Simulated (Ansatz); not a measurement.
**Ga$_{15}$P$_{16}$ (cell charge −1, with a compensating background) (cell with a defect): density, localisation and related maps**

The calculation's input:

```
crystal:
  lattice:
    - [-5.5051169764, 5.5051169764, -5.5051169764]
    - [5.5051169764, -5.5051169764, -5.5051169764]
    - [-5.5051169764, -5.5051169764, 5.5051169764]
  atoms:
    - { symbol: Ga, position: [0.7585481018, 0.25, 0.9999026932] }
    - { symbol: Ga, position: [0.5, 0.25, 0.25] }
    - { symbol: Ga, position: [0.2499026932, 0.0085481018, 0.75] }
    - { symbol: Ga, position: [0.2499026932, 0.25, 0.5085481018] }
    - { symbol: Ga, position: [1.0, 1.0085481018, 0.9999026932] }
    - { symbol: Ga, position: [0.7500973068, 9.73068e-05, 0.2586454086] }
    - { symbol: Ga, position: [0.5, 0.75, 0.75] }
    - { symbol: Ga, position: [0.5086454086, 9.73068e-05, 0.5000973068] }
    - { symbol: Ga, position: [0.2414518982, 0.7413545914, 0.9914518982] }
    - { symbol: Ga, position: [0.0, 0.75, 0.25] }
    - { symbol: Ga, position: [0.7585481018, 0.4999026932, 0.75] }
    - { symbol: Ga, position: [0.7500973068, 0.7586454086, 0.5000973068] }
    - { symbol: Ga, position: [0.4913545914, 0.4914518982, 0.9914518982] }
    - { symbol: Ga, position: [0.2414518982, 0.4914518982, 0.2413545914] }
    - { symbol: Ga, position: [0.0, 0.4999026932, 0.5085481018] }
    - { symbol: P, position: [0.0, 0.4782600102, 0.75], spin: 0.5 }
    - { symbol: P, position: [0.7491747163, 0.4981252924, -0.0018747076] }
    - { symbol: P, position: [0.4989505761, 0.5008252837, 0.2489505761] }
    - { symbol: P, position: [0.2282600102, 0.25, 0.75], spin: 0.5 }
    - { symbol: P, position: [0.2481252924, 0.4981252924, 0.4991747163] }
    - { symbol: P, position: [0.0, 0.25, -0.0217399898], spin: 0.5 }
    - { symbol: P, position: [0.7518747076, 0.25, 0.2510494239] }
    - { symbol: P, position: [0.5010494239, 0.0018747076, 0.75] }
    - { symbol: P, position: [0.5010494239, 0.25, 0.5018747076] }
    - { symbol: P, position: [0.2481252924, -0.0008252837, -0.0018747076] }
    - { symbol: P, position: [0.0, 0.0018747076, 0.2510494239] }
    - { symbol: P, position: [0.7518747076, 0.7510494239, 0.75] }
    - { symbol: P, position: [0.7717399898, 0.0217399898, 0.5217399898], spin: 0.5 }
    - { symbol: P, position: [0.4989505761, 0.7489505761, 0.0008252837] }
    - { symbol: P, position: [0.2508252837, 0.7489505761, 0.2489505761] }
    - { symbol: P, position: [0.0, 0.7510494239, 0.5018747076] }
  host:
    lattice:
      - [0.0, 2.7525584882, 2.7525584882]
      - [2.7525584882, 0.0, 2.7525584882]
      - [2.7525584882, 2.7525584882, 0.0]
    atoms:
      - { symbol: Ga, position: [0.0, 0.0, 0.0] }
      - { symbol: P, position: [0.25, 0.25, 0.25] }
total_charge: -1
basis:
  ecutwfc: 420
  xc_grid: 2
kpoints:
  mp_grid: { grid: [2, 2, 2], shift: [0.0, 0.0, 0.0] }
hamiltonian:
  xc: pbe
scf:
  occupations: { method: gaussian, width: 0.01 }
output:
  forces: true
  stress: false
  eigenvalues: true
  populations: true
  charged_corrections:
    defect_position: [0.0, 0.25, 0.75]
    epsilon: [[12.8535, 0.0, 0.0], [0.0, 12.8535, 0.0], [0.0, 0.0, 12.8535]]
  write_density: true
  write_potential: true
  elf: true
  volumetric_format: npy
magnetization:
  spin_polarized: true
relax:
  adjacent_minimum: "off"
  f_tol: 0.025
  max_steps: 45
```

Launched as:

```sh
ansatz run input.yaml --threads 4 --pin off --max-ram 8192MiB --backend cpu --events-out ev --progress --plain --runs-dir out
```

The fields are those of the relaxed geometry.

Spin-polarised.

These are results of Ansatz 0.2.0, DFT PBE, scalar-relativistic, plane waves, PAW, not measurements.

The density is the valence pseudo-density of a PAW calculation; it isn't the true density close to the nuclei.

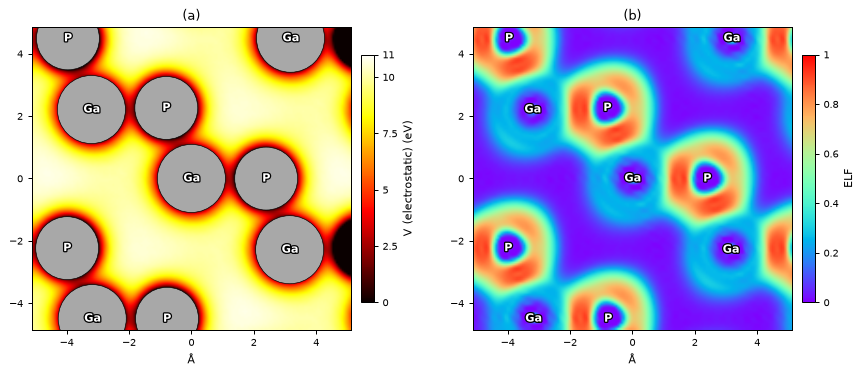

Figure 1. (a) electrostatic potential energy of an electron; (b) electron localisation function on the (100) plane of the calculation cell. Grey discs cover the atomic cores in the potential map.

**What does the map show?**

- The section cuts through Ga and P sites.
- Ga–P (2.40 Å): the ELF peaks at about 0.90 in the valence shell of P, 0.7 Å from its nucleus, and is about 0.75 at the midpoint.
- Outside the cores the potential energy rises away from the atoms and is highest about 2.3 Å from the nearest atoms; its zero is arbitrary.

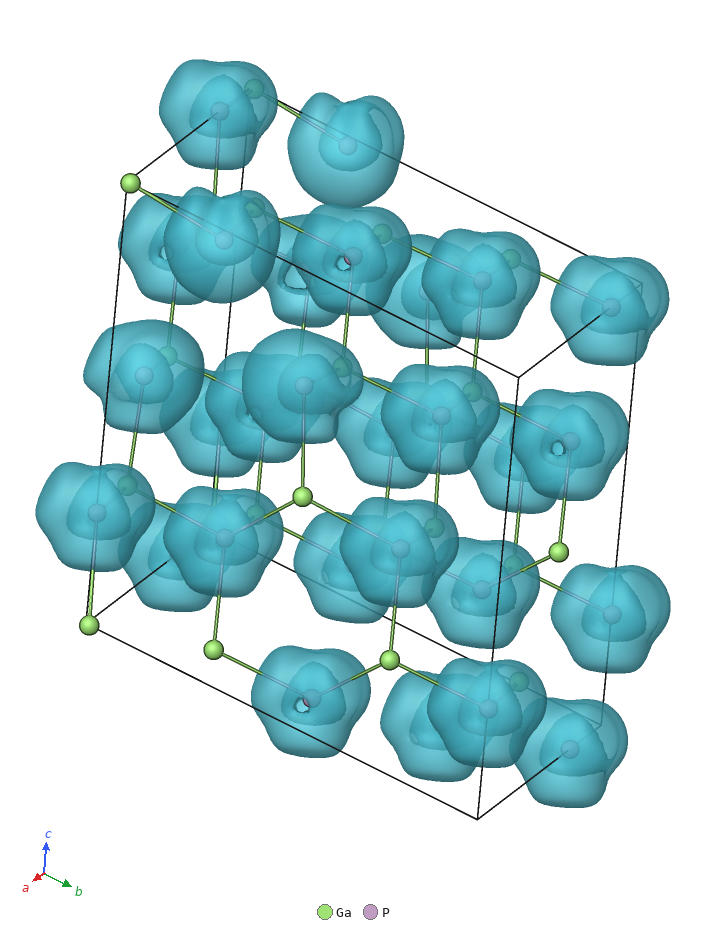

Figure 2. Isosurface of the ELF at 0.7 (cyan), seen slightly off an axis. Only the valence region is drawn (cores and ρ < 0.01 e/Å³ removed). Sticks mark near contacts.

**What do the ELF domains correspond to?**

The ELF exceeds this value in 16 regions on P in which the atom's valence shell and bonds are merged, counted in one cell of 31 atoms. Regions shared between cells count once.


Ga–P (2.38 Å): the ELF peaks at about 0.90 in the valence shell of P, 0.8 Å from its nucleus, and is about 0.75 at the midpoint.

**Does the calculation make it a metal, or give it a gap?**

It is gapless in this calculation (a metal or semimetal).
